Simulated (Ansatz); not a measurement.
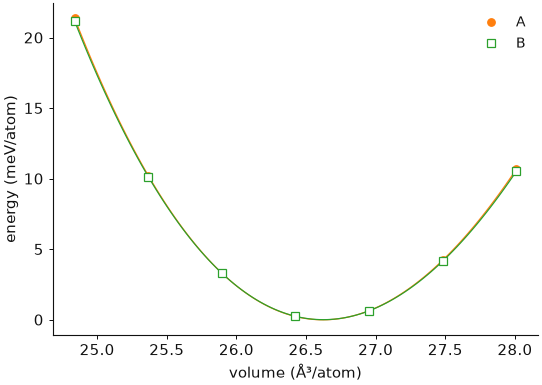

The picture above shows the energy against volume, with one curve for each functional, for EuS (space group Fm-3m). The labels are replaced by letters. In alphabetical order the cases are: HSE06; PBE0.

Method: plane-wave DFT, collinear spins; energies at scaled volumes of the given cell, shape and fractions fixed, counted from the fit's minimum, third-order Birch-Murnaghan fit (Ansatz 0.2.0). All runs: collinear spin.

```csv
setting,value
k mesh,6×6×6
occupations,Fermi–Dirac
smearing width,0.05 eV
potentials,Ansatz PAW
wave cutoff,420 eV
density cutoff,1680 eV
```

> Which letter stands for which functional?

A: PBE0; B: HSE06.

Caveats: state may lie high.
